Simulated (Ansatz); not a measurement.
# What a change does: single-point calculation on Co

System: Co (Im-3m, 1 atom in the cell).
Method of run A: DFT r2SCAN, scalar-relativistic, plane waves, PAW, spin-polarised (Ansatz 0.2.0).

The structure was built on a prototype by a generator; it need not be a known phase. Text and figures count atoms from 1; the logs count them from 0 in places.

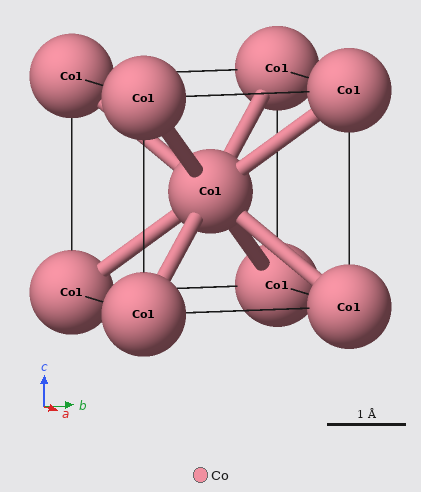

Figure 1. The input geometry (ball-and-stick view of the cell 2 times as large as that of the calculation, set on its symmetry axes, seen slightly off an axis; atoms are numbered from 1 in the order of the input).

### Input file, run A
```yaml
crystal:
  lattice:
    - [-1.408326588, 1.408326588, 1.408326588]
    - [1.408326588, -1.408326588, 1.408326588]
    - [1.408326588, 1.408326588, -1.408326588]
  atoms:
    - { symbol: Co, position: [0.0, 0.0, 0.0], spin: 1.5 }
basis:
  ecutwfc: 600
  ecutrho_ratio: 5
kpoints:
  mp_grid: { grid: [20, 20, 20] }
hamiltonian:
  xc: r2scan
scf:
  occupations: { method: gaussian, width: 0.05 }
output:
  forces: true
  stress: true
  eigenvalues: true
  populations: true
magnetization:
  spin_polarized: true
```

Hardware: 2 threads of an x86-64 CPU, shared host.

### Output, shortened to warnings, some set-up lines, iterations and results (run A)
```
Basis set: ecut = 600 eV, 369 PW (Γ), exchange–correlation on 96×96×96 points (64 copies of the dense FFT grid, shifted against one another)
Symmetry: 48 space group operations
k-points: 256 of 8000
Initial density: superposition of atomic densities (chi_scale 0.1, normalization cell)
[...]
SCF iter   1: F=—  HF=-5130.819653 eV  |F-HF|=—  |Δ(HF+E_count)|=         —  Δρ=1.42e-1 (↑2.51e-2 ↓1.42e-1)  dr2=9.58e-1  dr2_τ=1.27e-2  dr2_m=6.91e-1  M=1.782 μB ∫|m|=1.841 …
SCF iter   2: F=—  HF=-5130.623904 eV  |F-HF|=—  |Δ(HF+E_count)|=   1.96e-1  Δρ=4.24e-2 (↑4.24e-2 ↓1.60e-2)  dr2=8.29e-2  dr2_τ=5.65e-3  dr2_m=5.10e-2  M=1.820 μB ∫|m|=1.969 …
SCF iter   3: F=—  HF=-5131.423570 eV  |F-HF|=—  |Δ(HF+E_count)|=         —  Δρ=8.98e-2 (↑5.04e-2 ↓8.98e-2)  dr2=1.44e-1  dr2_τ=4.15e-3  dr2_m=4.77e-1  M=2.201 μB ∫|m|=2.394 …
SCF iter   4: F=—  HF=-5131.906928 eV  |F-HF|=—  |Δ(HF+E_count)|=   4.83e-1  Δρ=1.23e-1 (↑5.77e-2 ↓1.23e-1)  dr2=1.99e0  dr2_τ=6.35e-3  dr2_m=1.33e-1  M=1.896 μB ∫|m|=2.161 …
SCF iter   5: F=—  HF=-5131.538464 eV  |F-HF|=—  |Δ(HF+E_count)|=   3.68e-1  Δρ=1.47e-2 (↑7.84e-3 ↓1.47e-2)  dr2=1.17e-2  dr2_τ=9.95e-3  dr2_m=4.14e-3  M=1.970 μB ∫|m|=2.212 …
[... 6 lines ...]
SCF iter  12: F=—  HF=-5131.563356 eV  |F-HF|=—  |Δ(HF+E_count)|=   1.64e-6  Δρ=6.07e-5 (↑6.04e-5 ↓6.07e-5)  dr2=3.83e-8  dr2_τ=9.09e-9  dr2_m=3.05e-7  M=1.918 μB ∫|m|=2.177 …
SCF iter  13: F=—  HF=-5131.563358 eV  |F-HF|=—  |Δ(HF+E_count)|=   2.11e-6  Δρ=4.50e-5 (↑2.71e-5 ↓4.50e-5)  dr2=2.66e-7  dr2_τ=3.27e-9  dr2_m=1.55e-8  M=1.918 μB ∫|m|=2.178 …
SCF iter  14: F=—  HF=-5131.563359 eV  |F-HF|=—  |Δ(HF+E_count)|=   9.90e-7  Δρ=1.69e-5 (↑9.02e-6 ↓1.69e-5)  dr2=9.22e-9  dr2_τ=6.39e-10  dr2_m=1.33e-8  M=1.918 μB ∫|m|=2.178 …
SCF iter  15: F=-5131.563359 eV  HF=-5131.563359 eV  |F-HF|=1.34e-9  |Δ(HF+E_count)|=   7.73e-8  Δρ=8.76e-6 (↑4.01e-6 ↓8.76e-6)  dr2=7.33e-9  dr2_τ=9.94e-11  dr2_m=8.81e-10  …
SCF 1 converged in 15 iterations: F = -5131.563359 eV  dr2 = 7.33e-9
this state was not tested for a lower state beside it, because the mixer in use, unlike msr1, does not test its closes by its own steps (another_mixer; see scf.mixing.algorithm and scf.lower_state_search)
SCF converged after 15 iterations
Magnetization: 1.9185 μB (9.4592 up, 7.5408 down)
Absolute magnetization: 2.1786 μB (∫|ρ↑−ρ↓|, with the PAW one-centre terms)
Spin contamination: 0.0613 ħ² per cell (⟨S²⟩ above its minimum at these occupations)
Per-site moments (μB) at R_I (Å): [(2.038509498821645, 1.0062084466772752)]
Free energy (F): -5131.563359 eV
Harris-Foulkes:  -5131.563359 eV  (|F-HF|=1.34e-9)
Internal energy: -5131.562110 eV  (E = F + TS)
E sigma→0 (E₀):  -5131.562734 eV
Entropy (-TS):   -0.001249 eV (-1.249 meV/atom)
Fermi energy:    18.639902 eV
--- Per-component energies (eV) ---
  E_band       = -280.388386
  E_kinetic    = 452.433530
  E_local      = -2873.754141  (includes V_loc(G=0)·N_el)
  E_nonlocal   = 456.512932
  E_hartree    = 1203.025505
  E_xc         = -157.317683
  E_vxc        = -229.408234  (∫ρ·V_xc dr)
  E_paw        = -1523.752803  (= ΣΔE_a)
  E_vpaw       = -506.889653  (= ΣTr[D̂ρ^β])
  E_aug_tail   = 0.000004  (compensation charges beyond the density's cutoff)
  E_vtau       = 14.660342  (kinetic-family band-sum trace: ∫τ·v_τ [+ j·A + Jᵃ·Aᵃ] dr)
  E_ewald      = -2688.414248
  E_core_change = -0.295206  (= ΣΔE_core)
  E_smearing   = -0.001249  (= −TS)
  E_closure    = 0.000000  (closes the sum)
  Σ components = -5131.563359   (vs F -5131.563359, Δ=0.00e0)
--- Forces (eV/Å), atoms counted from 1 ---
  atom   1  Co    -0.00000000     0.00000000     0.00000000
  max |Σ_I F_I| component: 1.81e-31 eV/Å
--- Stress (GPa, compression-positive) ---
       -4.156056      -0.000000       0.000000
        0.000000      -4.156056       0.000000
        0.000000      -0.000000      -4.156056
  P = ⅓ Tr σ = -4.1561 GPa (-41.561 kbar)
--- Löwdin populations: 1 site ---
  site symbol       q [e]    m [muB]
     0     Co     16.7321     2.0212
  spilling = 0.015758 (of n_electrons = 17.000000)
```

The input of run B differs as follows (lines with − go, lines with + come):
```diff
-    - [-1.408326588, 1.408326588, 1.408326588]
-    - [1.408326588, -1.408326588, 1.408326588]
-    - [1.408326588, 1.408326588, -1.408326588]
+    - [-1.3951977241, 1.3951977241, 1.3951977241]
+    - [1.3951977241, -1.3951977241, 1.3951977241]
+    - [1.3951977241, 1.3951977241, -1.3951977241]
-    - { symbol: Co, position: [0.0, 0.0, 0.0], spin: 1.5 }
+    - { symbol: Co, position: [0.0, 0.0, 0.0], spin: 2.24 }
```

How does run B compare with run A?

With the same functional and potentials, run B lies 2.5 meV per atom lower. The pressure goes from −4.16 to 1.73 GPa. The volume per atom goes from 11.17 to 10.86 Å³. The number of SCF iterations is the same.

### Output, shortened to warnings, some set-up lines, iterations and results (run B)
```
Basis set: ecut = 600 eV, 369 PW (Γ), exchange–correlation on 96×96×96 points (64 copies of the dense FFT grid, shifted against one another)
Symmetry: 48 space group operations
k-points: 256 of 8000
Initial density: superposition of atomic densities (chi_scale 0.1, normalization cell)
[...]
SCF iter   1: F=—  HF=-5131.082253 eV  |F-HF|=—  |Δ(HF+E_count)|=         —  Δρ=1.12e-1 (↑2.09e-2 ↓1.12e-1)  dr2=1.08e0  dr2_τ=9.69e-3  dr2_m=2.27e-1  M=2.148 μB ∫|m|=2.235 …
SCF iter   2: F=—  HF=-5130.848312 eV  |F-HF|=—  |Δ(HF+E_count)|=   2.34e-1  Δρ=2.53e-2 (↑2.53e-2 ↓1.96e-2)  dr2=6.00e-2  dr2_τ=5.44e-3  dr2_m=5.53e-3  M=2.059 μB ∫|m|=2.254 …
SCF iter   3: F=—  HF=-5131.123033 eV  |F-HF|=—  |Δ(HF+E_count)|=         —  Δρ=1.69e-2 (↑9.08e-3 ↓1.69e-2)  dr2=1.46e-2  dr2_τ=6.10e-4  dr2_m=3.31e-3  M=2.005 μB ∫|m|=2.229 …
SCF iter   4: F=—  HF=-5131.310004 eV  |F-HF|=—  |Δ(HF+E_count)|=   1.87e-1  Δρ=1.28e-2 (↑7.51e-3 ↓1.28e-2)  dr2=1.08e-2  dr2_τ=4.00e-4  dr2_m=1.20e-3  M=1.978 μB ∫|m|=2.214 …
SCF iter   5: F=—  HF=-5131.529393 eV  |F-HF|=—  |Δ(HF+E_count)|=   2.19e-1  Δρ=6.25e-3 (↑4.62e-3 ↓6.25e-3)  dr2=5.47e-3  dr2_τ=8.15e-5  dr2_m=3.60e-4  M=1.925 μB ∫|m|=2.181 …
[... 6 lines ...]
SCF iter  12: F=—  HF=-5131.565875 eV  |F-HF|=—  |Δ(HF+E_count)|=   7.95e-7  Δρ=2.42e-5 (↑1.56e-5 ↓2.42e-5)  dr2=1.87e-8  dr2_τ=1.21e-9  dr2_m=3.43e-8  M=1.912 μB ∫|m|=2.162 …
SCF iter  13: F=—  HF=-5131.565876 eV  |F-HF|=—  |Δ(HF+E_count)|=   8.25e-7  Δρ=3.78e-6 (↑3.49e-6 ↓3.78e-6)  dr2=8.12e-10  dr2_τ=1.33e-10  dr2_m=4.53e-10  M=1.912 μB …
SCF iter  14: F=—  HF=-5131.565876 eV  |F-HF|=—  |Δ(HF+E_count)|=   2.25e-7  Δρ=5.52e-6 (↑1.39e-6 ↓5.52e-6)  dr2=2.71e-9  dr2_τ=2.39e-11  dr2_m=6.79e-10  M=1.912 μB …
SCF iter  15: F=-5131.565876 eV  HF=-5131.565876 eV  |F-HF|=2.23e-9  |Δ(HF+E_count)|=   1.26e-7  Δρ=5.28e-6 (↑1.92e-6 ↓5.28e-6)  dr2=3.16e-9  dr2_τ=8.46e-12  dr2_m=3.03e-10  …
SCF 1 converged in 15 iterations: F = -5131.565876 eV  dr2 = 3.16e-9
this state was not tested for a lower state beside it, because the mixer in use, unlike msr1, does not test its closes by its own steps (another_mixer; see scf.mixing.algorithm and scf.lower_state_search)
SCF converged after 15 iterations
Magnetization: 1.9123 μB (9.4561 up, 7.5439 down)
Absolute magnetization: 2.1632 μB (∫|ρ↑−ρ↓|, with the PAW one-centre terms)
Spin contamination: 0.0585 ħ² per cell (⟨S²⟩ above its minimum at these occupations)
Per-site moments (μB) at R_I (Å): [(2.0283767345327357, 0.9968282547075865)]
Free energy (F): -5131.565876 eV
Harris-Foulkes:  -5131.565876 eV  (|F-HF|=2.23e-9)
Internal energy: -5131.564694 eV  (E = F + TS)
E sigma→0 (E₀):  -5131.565285 eV
Entropy (-TS):   -0.001182 eV (-1.182 meV/atom)
Fermi energy:    19.256023 eV
--- Per-component energies (eV) ---
  E_band       = -270.445873
  E_kinetic    = 453.306927
  E_local      = -2833.755642  (includes V_loc(G=0)·N_el)
  E_nonlocal   = 456.447397
  E_hartree    = 1187.921976
  E_xc         = -157.645052
  E_vxc        = -229.887707  (∫ρ·V_xc dr)
  E_paw        = -1523.832770  (= ΣΔE_a)
  E_vpaw       = -507.090323  (= ΣTr[D̂ρ^β])
  E_aug_tail   = 0.000004  (compensation charges beyond the density's cutoff)
  E_vtau       = 14.685597  (kinetic-family band-sum trace: ∫τ·v_τ [+ j·A + Jᵃ·Aᵃ] dr)
  E_ewald      = -2713.712329
  E_core_change = -0.295206  (= ΣΔE_core)
  E_smearing   = -0.001182  (= −TS)
  E_closure    = -0.000000  (closes the sum)
  Σ components = -5131.565876   (vs F -5131.565876, Δ=0.00e0)
--- Forces (eV/Å), atoms counted from 1 ---
  atom   1  Co    -0.00000000     0.00000000     0.00000000
  max |Σ_I F_I| component: 1.60e-31 eV/Å
--- Stress (GPa, compression-positive) ---
        1.733016      -0.000000       0.000000
       -0.000000       1.733016      -0.000000
        0.000000      -0.000000       1.733016
  P = ⅓ Tr σ = 1.7330 GPa (17.330 kbar)
--- Löwdin populations: 1 site ---
  site symbol       q [e]    m [muB]
     0     Co     16.7356     2.0122
  spilling = 0.015553 (of n_electrons = 17.000000)
```

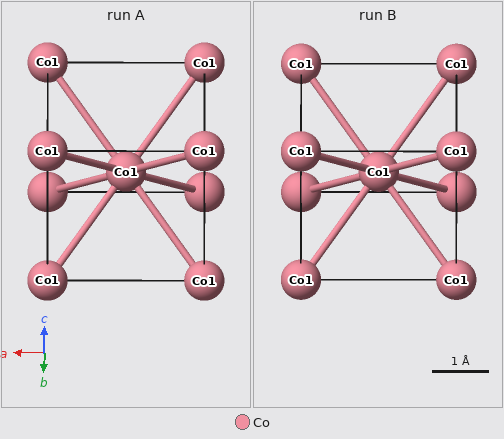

Figure 2. The two input geometries at one scale (ball-and-stick view of the cell 2 times as large as that of the calculation, set on its symmetry axes, seen at an oblique angle). The atoms keep their places relative to the cell (all moves are under 0.005 Å). The drawn cell changes as follows: a = b = c 2.817 → 2.790 Å (−0.9 %); the volume changes by −2.8 %. Among the contacts that change: Co1–Co1 2.439 → 2.417 Å.

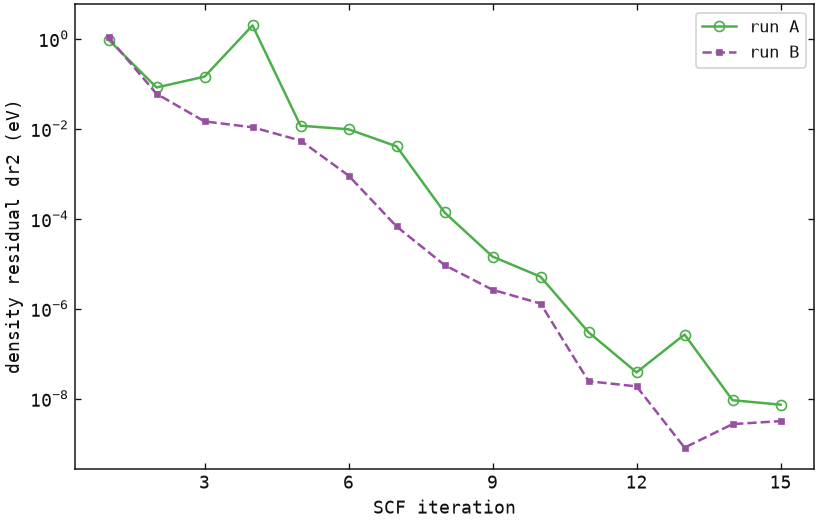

Figure 3. Convergence of the two runs: density residual dr2 against the SCF iteration. Run A takes 15 iterations in all, and run B takes 15.

### The two runs side by side

```tsv
quantity	run A	run B
outcome	converged	converged
free energy per atom (eV)	−5131.5634	−5131.5659
energy per atom, smearing taken to zero (eV)	−5131.5627	−5131.5653
gap on the mesh (eV)	0.00	0.00
net moment of the cell (μB)	1.92	1.91
absolute moment of the cell (μB)	2.18	2.16
pressure (GPa)	−4.16	1.73
volume per atom (Å³)	11.17	10.86
largest force (eV/Å)	0.000	0.000
SCF iterations	15	15
irreducible k-points	256	256
plane waves at Γ	369	369
wall time (shared host)	13 s	11 s
```

For both runs: Warnings: the state was not tested for a lower one.
